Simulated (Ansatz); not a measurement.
System: KMgF₃, space group Pm-3m (No. 221).

Structure:
```xyz
5
Lattice="3.9859 0.0000 0.0000 0.0000 3.9859 0.0000 0.0000 0.0000 3.9859" Properties=species:S:1:pos:R:3 pbc="T T T"
K     1.9929    1.9929    1.9929
Mg    0.0000    0.0000    0.0000
F     1.9929    0.0000    0.0000
F     0.0000    1.9929    0.0000
F     0.0000    0.0000    1.9929
```

Computed with Ansatz 0.2.0: biaxial strain in the xy plane and strain along z of a crystal, fractional coordinates fixed, by plane-wave density functional theory with PAW datasets, free energies less that of the undisturbed cell. Level: PBEsol, no spin polarisation.

| setting | value |
| --- | --- |
| wave cutoff | 420 eV |
| k mesh | 6×6×6 |
| occupations | Gaussian |
| smearing width | 0.05 eV |
| k shift | (0, 0, 0) (mesh steps) |
| start | as given |

Describe the result: the map of the energy change over strain zz and strain xx = yy. The grid: strain zz −0.03, −0.015, 0, 0.015, 0.03 ; strain xx = yy −0.03, −0.015, 0, 0.015, 0.03.

At the origin the energy is lower than all eight neighbouring grid points, so a minimum lies at or close to the given structure. The energy change is least, 0.00 meV/atom, at strain zz of 0 and strain xx = yy of 0, and largest, 28.35 meV/atom, at strain zz of −0.03 and strain xx = yy of −0.03. Near the origin the softest direction lies along strain zz, turned by about 18° so that strain xx = yy takes the opposite sign; the curvature across the valley is 3.3 times that along it.

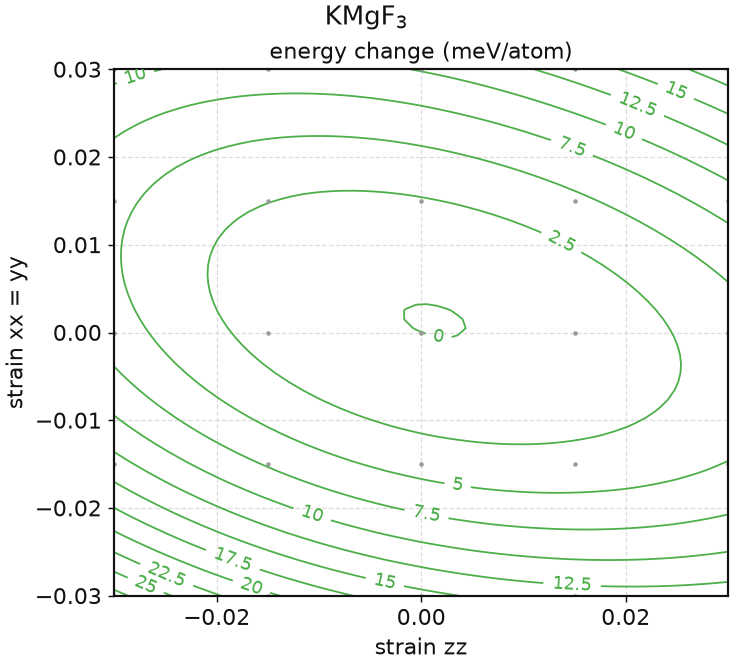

Caveats: reference crystal is not relaxed.
